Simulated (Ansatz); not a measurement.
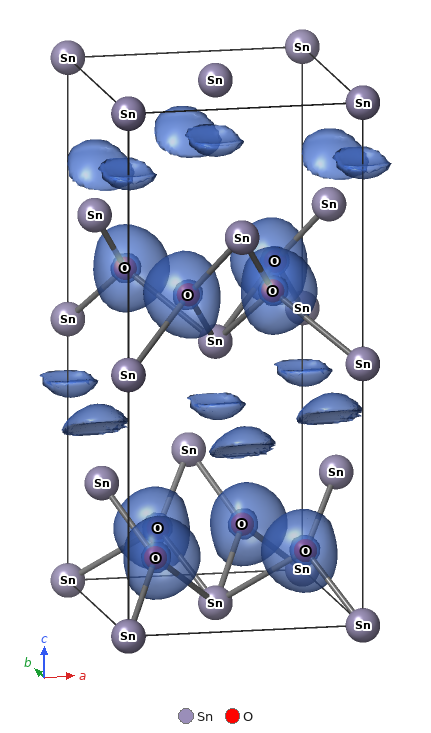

Figure 1: SnO. Isosurface of the ELF at 0.65 (blue), seen slightly off an axis. Core shells and regions of very low density are left out. Sticks mark near contacts.

Space group Cmc2₁.

The calculation used DFT r2SCAN, plane waves, PAW (Ansatz 0.2.0).

Core electrons are frozen (PAW), and the valence fields are smoothed inside the atomic spheres.

### Describe the localisation domains.

The surface consists of eight lobes on Sn, pointing away from the bonds (lone pairs) and eight regions wrapped around O (the valence shell of each), counted in one cell of 16 atoms. Regions shared between cells count once. Along the contacts the grid gives the following. Sn–O (1.99 Å): the ELF peaks at about 0.85 in the valence shell of O, 0.6 Å from its nucleus, and is about 0.20 at the midpoint; no shared electron pair shows on this line. Sn–O (2.15 Å): the ELF peaks at about 0.85 in the valence shell of O, 0.6 Å from its nucleus, and is about 0.20 at the midpoint; no localised pair shows between them.
